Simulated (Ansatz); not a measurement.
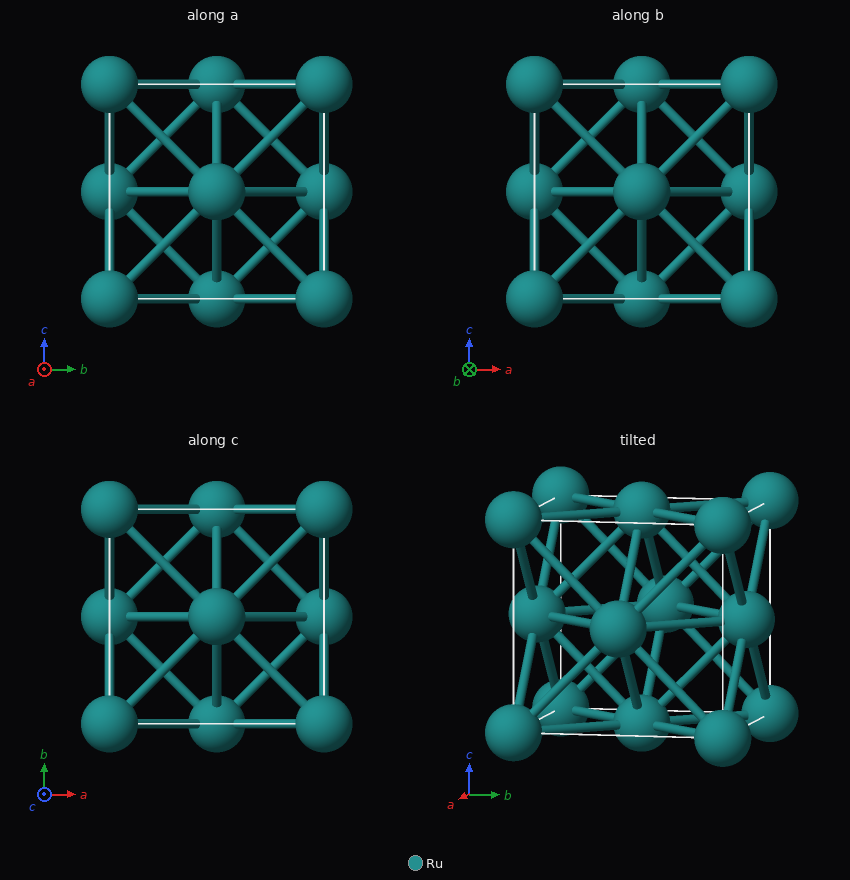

We look at a ball-and-stick model of the crystal along the a axis, along the b axis, along the c axis and slightly off an axis. Thin lines show the conventional unit cell, with boundary atoms drawn in all their periodic places.

Lattice parameters: a = 3.825 Å, b = 3.825 Å, c = 3.825 Å, α = 90.00°, β = 90.00°, γ = 90.00°. Put a along x and b in the xy plane.

### Reconstruct the structure as a POSCAR file.

```
Ru
1.0
     3.825    0.000    0.000
     0.000    3.825    0.000
     0.000    0.000    3.825
Ru
4
Direct
  0.0000 0.0000 0.0000
  0.0000 0.5000 0.5000
  0.5000 0.0000 0.5000
  0.5000 0.5000 0.0000
```

The cell started as a structure type filled with this element by a generator (whether the element takes this form wasn't checked). It is drawn as it came out of a relaxation with DFT, revPBE, plane waves (420 eV) with PAW, scalar-relativistic (Ansatz).
